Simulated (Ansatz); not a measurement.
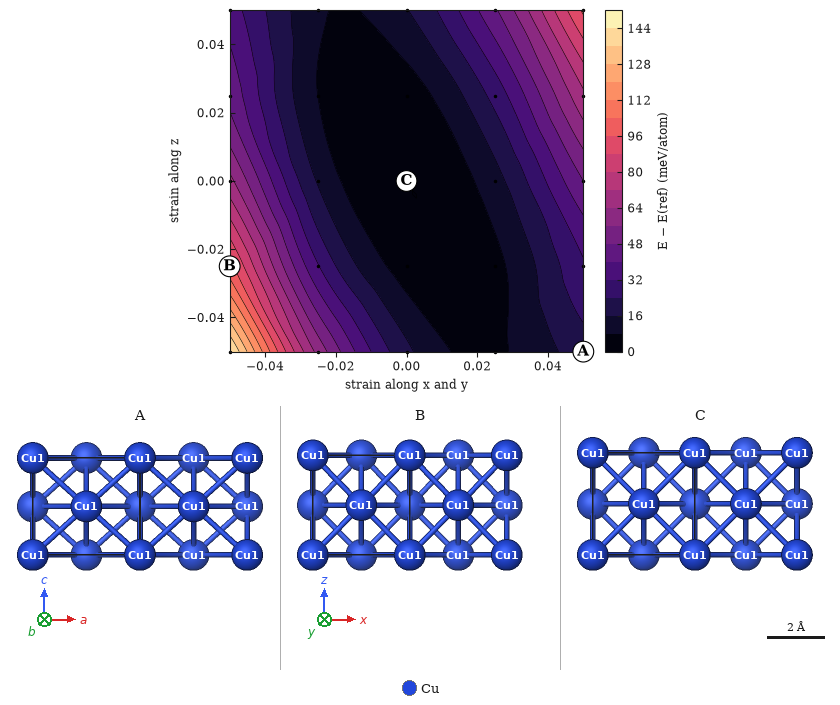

Energy scan for solid Cu (Fm-3m), in which the cell is strained equally along x and y and separately along z, with the atoms kept at their fractional coordinates. x, y and z are the Cartesian axes of the input. The map is interpolated between the computed points (dots). The lettered frames are marked on it. The picture is a ball-and-stick view of the conventional cell (4 times the calculation's cell), repeated 2 × 2 × 1 with one cell outlined, seen along the b axis. Lengths and directions refer to the drawn axes.

Theory: Ansatz 0.2.0, DFT PBE, scalar-relativistic, plane waves, PAW. (plane-wave cutoff 420 eV; k-point mesh 28 × 28 × 28; occupations gaussian; smearing width 0.15 eV; no spin polarisation). Energies (free energies at the smearing named) are counted from the relaxed crystal.

**What does the map show?**

In pairs of (strain along x and y; strain along z): the lowest computed point lies at (0.000, 0.000) (0.0 meV/atom), the highest at (−0.050, −0.050) (145.4 meV/atom). The valley is tilted: raising the in-plane strain is made harder by raising the strain along z (cross term 0.73 of the geometric mean of the two curvatures). Over the ranges scanned the energy rises more along the first axis, the in-plane strain. The pressure runs from −14.3 GPa at (0.050, 0.050) to 31.9 GPa at (−0.050, −0.050). The frames lie at A (0.050, −0.050): 20.2 meV/atom, B (−0.050, −0.025): 99.1 meV/atom, C (0.000, 0.000): 0.0 meV/atom.
